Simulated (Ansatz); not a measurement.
**Band-structure calculation of Pt**

The run: band-structure calculation of Pt (2 atoms in the cell). Method and program: DFT with r2SCAN, PAW plane waves, no spin polarisation (Ansatz 0.2.0).

The structure is a generated one, with these elements put on the sites of a known structure type; it need not be a known phase. Figures and captions count atoms from 1; the log counts them from 0 in places.

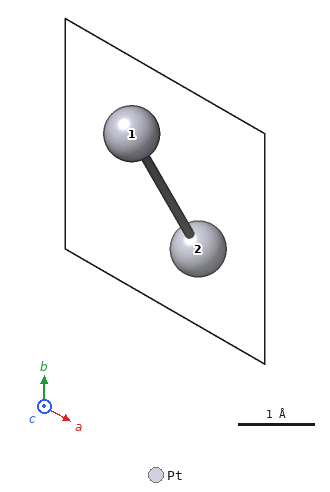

*The input geometry (ball-and-stick view of the reduced cell, along the c axis; atoms are numbered from 1 in the order of the input).*

Near neighbours in the crystal (not all of them lie inside the picture): Pt has 12 Pt at 2.98 to 3.04 Å.

### Input file
```yaml
crystal:
  lattice:
    - [1.520503, 2.633588, 0.0]
    - [-1.520503, 2.633588, 0.0]
    - [0.0, 0.0, 4.824407]
  atoms:
    - { symbol: Pt, position: [0.3333, 0.3334, 0.25] }
    - { symbol: Pt, position: [0.6666, 0.6667, 0.75] }
  symmetry: { tolerance: 0.0003 }
kpoints:
  mp_grid: { grid: [13, 13, 7], shift: [0, 0, 0] }
  band_path:
    path:
      - [0.0, 0.0, 0.0]
      - [0.49999999, -4.0e-08, 0.0]
      - [0.66666662, 0.33333327, 0.0]
      - [0.0, 0.0, 0.0]
      - [0.0, 0.0, 0.5]
      - [0.49999999, -4.0e-08, 0.5]
      - [0.66666662, 0.33333327, 0.5]
      - [0.0, 0.0, 0.5]
      - [0.49999999, -4.0e-08, 0.5]
      - [0.49999999, -4.0e-08, 0.0]
      - [0.66666662, 0.33333327, 0.5]
    npoints: 14
magnetization:
  spin_polarized: false
scf:
  occupations: { method: methfessel_paxton, width: 0.0816 }
  lower_state_search: "off"
  max_iter: 200
hamiltonian:
  pseudopotentials: { kind: paw }
  xc: r2scan
basis:
  ecutwfc: 500
  fft_grid_basis: typed
output:
  forces: true
  stress: true
  eigenvalues: true
  bader: true
  populations: true
  elf: true
  write_potential: true
  volumetric_format: npy
  dos:
    e_range: [-12, 8]
    de: 0.05
    projected: { site_lists: { Pt: [Pt] } }
  write_density: true
checkpoint:
  read: saved_state
```

Machine: 1 thread of an Arm (aarch64) CPU, shared host.

Launched with:
```bash
ansatz run input.yaml --threads 1 --pin off --max-ram 2560MiB --backend cpu --events-out ev --progress --plain --runs-dir out
```

### What the program printed
```
Warning: the atoms were moved onto the symmetric positions of the space group found under crystal.symmetry.tolerance 3.0e-4 (fractional; no operation is sought that the atoms, as they stand in a round, miss by more than twice it, and no atom is moved by as much as it), and the run uses the moved positions. Before a round's move an operation carried an atom to 1.52e-4 Å from where it should land, the largest such distance. Atom 0 (counting from 0) moved farthest, by 1.76e-4 Å; the longest move in fractions of the cell, of whichever atom, is 0.24 of the tolerance, in 1 round. To run the atoms as typed, lower crystal.symmetry.tolerance until the operations that they miss are no longer found, or set crystal.symmetry.detect: false (a key that needs symmetry detection or time reversal refuses this as the deck is read). The positions used, in the order of the run's atom list: position: [0.3333333333333333, 0.3333333333333333, 0.25]; position: [0.6666666666666666, 0.6666666666666666, 0.75]; The lattice was moved too: crystal.lattice keeps the space group found at crystal.symmetry.tolerance 3.0e-4 only nearly: the operation that it misses by the most changes a squared length by the fraction 2.95e-7. The run uses the lattice that is a stretch of the typed one, with no rotation, onto the one that keeps every operation to a double's rounding (on a very oblique basis the stretch itself rounds by more); the deck's lattice vector that moved farthest moved by 2.59e-7 Å. To run the lattice as typed, set crystal.symmetry.tolerance under 2.95e-7, the least fraction by which an operation that the lattice misses changes a squared length (the same key also sets how far an atom may lie from its image, so lowering it can lose operations that the atoms keep only within it), or set crystal.symmetry.detect: false, as for the atoms. crystal.lattice made exact, in Å and degrees: [[1.5205028703672896, 2.6335882245304596, 0.0], [-1.5205028703672896, 2.6335882245304596, 0.0], [0.0, 0.0, 4.824407]]. Pasted over the deck's crystal.lattice, beside positions in fractional coordinates, it runs the same cell (given as lengths and angles, that cell in the form's own orientation, a rigid turn of the misfit's size from the one run here, for which a checkpoint.post_process_only pass over this run's state can be refused: where this run relaxes nothing, give such a pass this deck's own crystal.lattice, as typed; behind a relaxation, as crystal.lattice, the state's own cell, identity.cell in its checkpoint.json), and a matrix so pasted ends this notice, except on a very skew basis of the lattice, where the rounding of the pasted numbers themselves can read as a misfit: the cell is then moved again, and that move is told again. The lattice as run is in this notice's lattice.as_run_ang field (Run.prep()["deck_notices"] in Python, the deck_notice line of an events file, deck_notices of ansatz run --dry-run=json, or deck_notices in record.json in the deck's checkpoint.write directory).
Engine: ansatz 0.2.0, aarch64-unknown-linux-gnu
Pseudopotentials: kind: paw
Pseudopotential: Pt, paw, valence charge 18, recommended cutoff 500 eV (meta_gga), Pt.paw.azcp
Functional definition: r2SCAN
  parameter k0 = 0.174
  parameter k1 = 0.065
  parameter a1 = 4.9479
  exchange = r2scan_x(k0 = k0, k1 = k1, a1 = a1)
  correlation = r2scan_c
Crystal: 2 atoms, lattice volume = 38.638 Å³
Basis set: ecut = 500 eV, 977 PW (Γ), exchange–correlation on 96×96×144 points (64 copies of the dense FFT grid, shifted against one another)
Bands: 22, of which v1, the nominal top of the filled ones, is band 18 counted from 1 (17 counted from 0)
Symmetry: 24 space group operations
Space group: P63/mmc (ITA 194), of the structure as read, at distance tolerance 1.0e-3 Å
k-points: 84 of 1183
Non-local potential: Pt, projectors of the file, l = 0: 3, l = 1: 2, l = 2: 2, l = 3: 1
PAW form: soft (Blöchl's): semilocal exchange-correlation on the pseudo side does not see the compensation charge
PAW frozen core: Pt, regenerated for the run's functional (the file was generated under x = pbe(κ = 0.804, μ = 0.2195149727645171), c = pbe(β = 0.06672455060314922))
PAW one-centre angular grid: Pt, 590 points (default); XC on 160 Gauss nodes
Initial density: read from a saved state, or passed on in memory by an earlier SCF of this step, an earlier step, the calling program or the single point that the run made first
Initial wavefunctions: pseudopotential atomic-orbital guess
Functional: x = r2scan, c = r2scan; τ floored in thin density (d = 2e-4 eV/Å³)
iter 1 solved again at ethr=7.13e-6 eV; its pass at ethr=3.10e-3 eV (dr2=2.57e-3 eV) is discarded
SCF iter   1: F=—  HF=-25072.349331 eV  |F-HF|=—  |Δ(HF+E_count)|=         —  Δρ=4.15e-3  dr2=2.61e-3  dr2_τ=5.72e-3  ethr=7.13e-6  ⟨swp⟩=2.1  Hψ=10490  notcnv=0
preconditioner: auto → Kerker (q_TF=auto, 2.696 Å⁻¹)  [metal: Δε(μ)=0.004 eV  Ē_g=7.697 eV  σ=0.082 eV  W_gap=0.04  n_scr=10 (ndim 8)  ℏωp=26.7 eV  f_vac=0.000  D(μ)=6.35/eV (n_scr^D=110)]
SCF iter   2: F=—  HF=-25072.357603 eV  |F-HF|=—  |Δ(HF+E_count)|=   8.27e-3  S|Δr|=    0.00e0  Δρ=1.55e-3  dr2=3.31e-4  dr2_τ=7.02e-5  ethr=7.13e-6  ⟨swp⟩=2.0  Hψ=3024  notcnv=0
SCF iter   3: F=—  HF=-25072.357713 eV  |F-HF|=—  |Δ(HF+E_count)|=   1.10e-4  S|Δr|=    0.00e0  Δρ=2.33e-4  dr2=7.71e-6  dr2_τ=3.13e-6  ethr=9.19e-7  ⟨swp⟩=2.2  Hψ=2882  notcnv=0
SCF iter   4: F=—  HF=-25072.357726 eV  |F-HF|=—  |Δ(HF+E_count)|=   1.28e-5  S|Δr|=    0.00e0  Δρ=6.79e-5  dr2=9.99e-7  dr2_τ=3.93e-7  ethr=2.14e-8  ⟨swp⟩=2.0  Hψ=2709  notcnv=0
SCF iter   5: F=—  HF=-25072.357728 eV  |F-HF|=—  |Δ(HF+E_count)|=   1.97e-6  S|Δr|=    0.00e0  Δρ=3.34e-5  dr2=2.06e-7  dr2_τ=3.86e-8  ethr=2.78e-9  ⟨swp⟩=2.0  Hψ=2696  notcnv=0
SCF iter   6: F=-25072.357728 eV  HF=-25072.357728 eV  |F-HF|=1.38e-8  |Δ(HF+E_count)|=   2.98e-7  S|Δr|=    0.00e0  Δρ=6.31e-6  dr2=1.95e-8  dr2_τ=8.95e-10  ethr=2.78e-10  ⟨swp⟩=8.2  Hψ=11964  notcnv=0
SCF 1 converged in 6 iterations: F = -25072.357728 eV  dr2 = 1.95e-8
  greatest PAW one-centre occupation: 1.000 electrons in one spin orbital (limit 2), on the Pt atom at site 1 (counted from 0), in its partial waves of l = 0
```

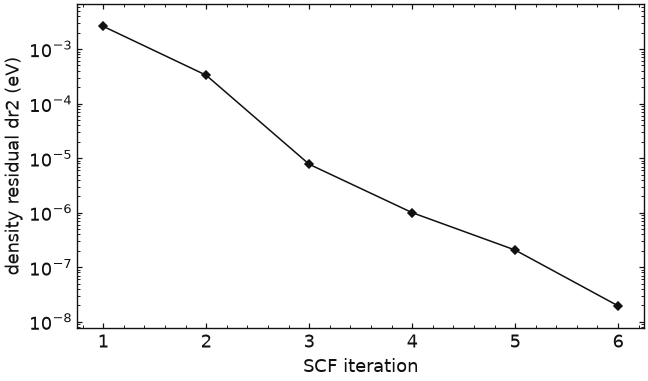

*Convergence of the self-consistent field: density residual dr2 against the SCF iteration.*

The residual falls at every step.

```
NSCF: frozen V_eff on 141 k-points
SCF converged after 6 iterations
Stability not checked: this state was not tested for a lower state beside it, because cold or Methfessel-Paxton smearing, or corrected tetrahedra, fill the levels in a way that the test cannot read (fill_not_monotonic; see scf.lower_state_search)
Free energy (F): -25072.357728 eV
Harris-Foulkes:  -25072.357728 eV  (|F-HF|=1.38e-8)
Internal energy: -25072.357914 eV  (E = F + TS)
E sigma→0 (E₀):  -25072.357774 eV
Entropy (-TS):   0.000186 eV (0.093 meV/atom)
Fermi energy:    16.359192 eV
--- Per-component energies (eV) ---
  E_band       = -498.149205
  E_kinetic    = 1264.187096
  E_local      = -3584.185385  (includes V_loc(G=0)·N_el)
  E_nonlocal   = 405.930972
  E_hartree    = 1316.927570
  E_xc         = -494.166478
  E_vxc        = -666.221952  (∫ρ·V_xc dr)
  E_paw        = -18959.422644  (= ΣΔE_a)
  E_vpaw       = -594.509409  (= ΣTr[D̂ρ^β])
  E_aug_tail   = 0.000313  (compensation charges beyond the density's cutoff)
  E_vtau       = 42.798288  (kinetic-family band-sum trace: ∫τ·v_τ [+ j·A + Jᵃ·Aᵃ] dr)
  E_ewald      = -5021.166369
  E_core_change = -0.462989  (= ΣΔE_core)
  E_smearing   = 0.000186  (= −TS)
  E_closure    = -0.000000  (closes the sum)
  Σ components = -25072.357728   (vs F -25072.357728, Δ=0.00e0)
--- Forces (eV/Å), atoms counted from 1 ---
  atom   1  Pt     0.00000000     0.00000000    -0.00000000
  atom   2  Pt     0.00000000    -0.00000000     0.00000000
  max |Σ_I F_I| component: 1.85e-17 eV/Å
--- Stress (GPa, compression-positive) ---
      -33.046692      -0.000000       0.000000
       -0.000000     -33.046692      -0.000000
        0.000000      -0.000000     -29.828927
  P = ⅓ Tr σ = -31.9741 GPa (-319.741 kbar)
--- Band table (eV; the first three rows and the last of 84) ---
  k-point 0: bands = ["-83.3007", "-83.2884", "-37.0193", "-36.8383", "-36.8383", "-36.8057", "-36.8025", "-36.8025", "8.4981", "11.2126", "13.8758", "13.8758", "13.9269", "14.2401", "14.2401", "14.5441", "14.5441", "16.1525", "16.1525", "17.2827", "21.1661", "31.9458"]
  k-point 1: bands = ["-83.3001", "-83.2890", "-37.0089", "-36.8366", "-36.8366", "-36.8164", "-36.8043", "-36.8043", "8.6768", "11.2078", "13.7925", "13.7925", "13.8665", "14.1672", "14.1672", "14.7311", "14.7311", "16.1392", "16.1392", "16.2786", "22.5124", "31.6964"]
  k-point 2: bands = ["-83.2984", "-83.2907", "-36.9796", "-36.8463", "-36.8316", "-36.8316", "-36.8093", "-36.8093", "9.1901", "11.1140", "13.7003", "13.7003", "13.7242", "13.9962", "13.9962", "14.8009", "15.1125", "15.1125", "16.0590", "16.0590", "25.0719", "31.3485"]
  k-point 83: bands = ["-83.2879", "-83.2877", "-36.9685", "-36.9663", "-36.9176", "-36.9039", "-36.8452", "-36.8421", "12.3336", "12.3573", "13.0492", "13.2106", "13.7514", "13.8780", "14.6804", "14.8927", "16.1358", "16.2466", "20.6269", "21.7670", "21.9147", "23.0707"]
--- Löwdin populations: 2 sites ---
  site symbol       q [e]
     0     Pt     17.8894
     1     Pt     17.8894
  spilling = 0.006142 (of n_electrons = 36.000000)
--- Bader charges: 2 sites ---
  site symbol  charge [e]  shift [e]
     0     Pt      0.0000     0.0000
     1     Pt      0.0000     0.0000
  estimated error of the sums over rays = 2.7e-5 e
```

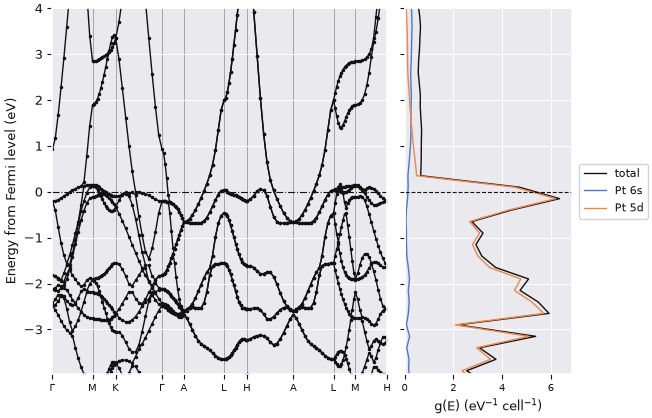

*Band structure along Γ–M–K–Γ–A–L–H–A–L–M–H and density of states (projected on Löwdin-orthogonalised atomic shells), with energies from the Fermi level.*

Bands cross the Fermi level: a metal at this level of theory.

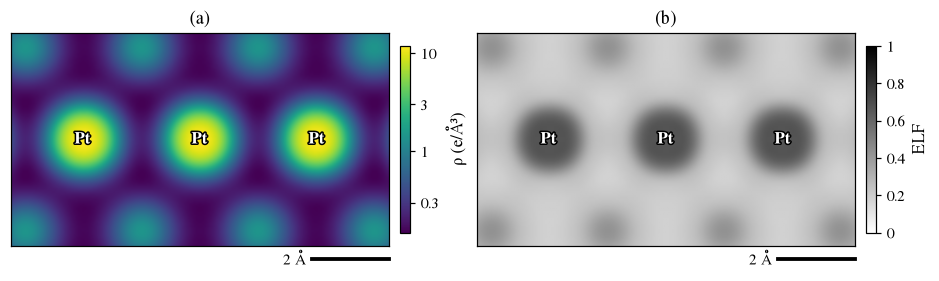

*(a) valence electron density; (b) electron localisation function on the (010) plane of the conventional cell.*

The section cuts through Pt sites. Pt–Pt (3.04 Å): ρ is about 0.23 e/Å³ halfway; the ELF is about 0.25 at the midpoint; no shared electron pair. Away from the nuclei the density in this plane falls to 0.15 e/Å³ at its lowest. The strong features right at Pt lie inside the PAW spheres (semicore, d or f shells) and say nothing about bonding. Core electrons are frozen (PAW), so the fields are smoothed inside the atomic spheres.

### Results in brief

- outcome: converged
- space group (tolerance 0.01 Å): P6₃/mmc (194)
- electrons treated: 36
- free energy: −25072.3577 eV
- Fermi energy: 16.359 eV
- pressure: −31.97 GPa
- electronic character: metal
- largest force (length of the vector): under 0.001 eV/Å
- wall time: 19 s
- peak memory: 0.43 GiB

### Remarks

The program warns: the structure was made exactly symmetric. Spin–orbit coupling is left out, which matters for Pt. The cell is under a tension of 32 GPa at this level, so it is not at its equilibrium volume.
